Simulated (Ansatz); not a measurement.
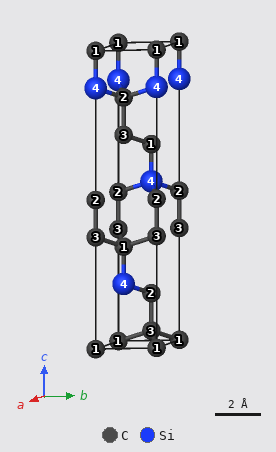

Starting structure of solid SiC3 (a generated structure, set up in R3m). Style: ball-and-stick. Shown: the conventional cell (3 times the calculation's cell), slightly off an axis. Lengths and directions refer to the drawn axes.

Method: DFT, PBE, plane waves, PAW (Ansatz).

Input
```yaml
crystal:
  lattice:
    - [1.3839617047, 0.7990306627, 4.52]
    - [-1.3839617047, 0.7990306627, 4.52]
    - [0.0, -1.5980613255, 4.52]
  atoms:
    - { symbol: C, position: [1.0, 0.0, 0.0] }
    - { symbol: C, position: [0.5, 0.5, 0.5] }
    - { symbol: C, position: [0.375, 0.375, 0.375] }
    - { symbol: Si, position: [0.875, 0.875, 0.875] }
kpoints:
  mp_grid: { grid: [10, 10, 10] }
hamiltonian:
  xc: pbe
scf:
  occupations: { method: fermi_dirac, width: 0.02 }
relax:
  f_tol: 0.005
  cell: {}
output:
  write_density: true
  write_potential: true
  elf: true
  volumetric_format: npy
```

Run as
```bash
ansatz run input.yaml --threads 2 --pin off --max-ram 2211MiB --backend cpu --events-out ev --progress --plain --runs-dir out
```

What does the optimiser find from here?

The largest move relative to the cell is that of C2, 0.16 Å along −c. Largest moves by element: C 0.16 Å, Si 0.02 Å. Cell: a = b 2.768 → 2.838 Å (+2.5 %), c 13.560 → 14.083 Å (+3.9 %). Volume +9.2 %. Near-neighbour distances that change, for instance: C1–Si4 1.695 → 1.897 Å, C2–C3 1.695 → 1.538 Å, C2–Si4 1.695 → 1.796 Å, C1–C3 1.695 → 1.720 Å. Among the angles between lasting bonds that change: Si4–C2–Si4 109.5° → 104.4°, C2–Si4–C2 109.5° → 104.4°, C3–C2–Si4 109.5° → 114.2°. The space group stays R3m (No. 160). Over 9 accepted moves (12 points after the start) the energy falls by 293 meV per atom. The largest force component goes from 6.8 to 0.00011 eV/Å. The pressure goes from 39.82 to 0.00 GPa. The line search rejected the trial step at point 6 of the run. At 2 points the geometry stayed and the basis and grid were re-selected for the new cell (energy shift of 3.4 meV per atom at most each time).

Final geometry:

```
C Si
1.0
     1.41918    0.81937    4.69424
    -1.41918    0.81937    4.69424
     0.00000   -1.63873    4.69424
C Si
3 1
Direct
  0.00862 0.00862 0.00862
  0.48835 0.48835 0.48835
  0.37912 0.37912 0.37912
  0.87391 0.87391 0.87391
```

The end point in the same view:

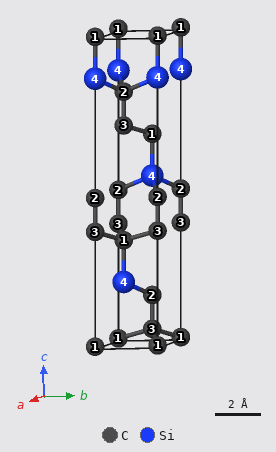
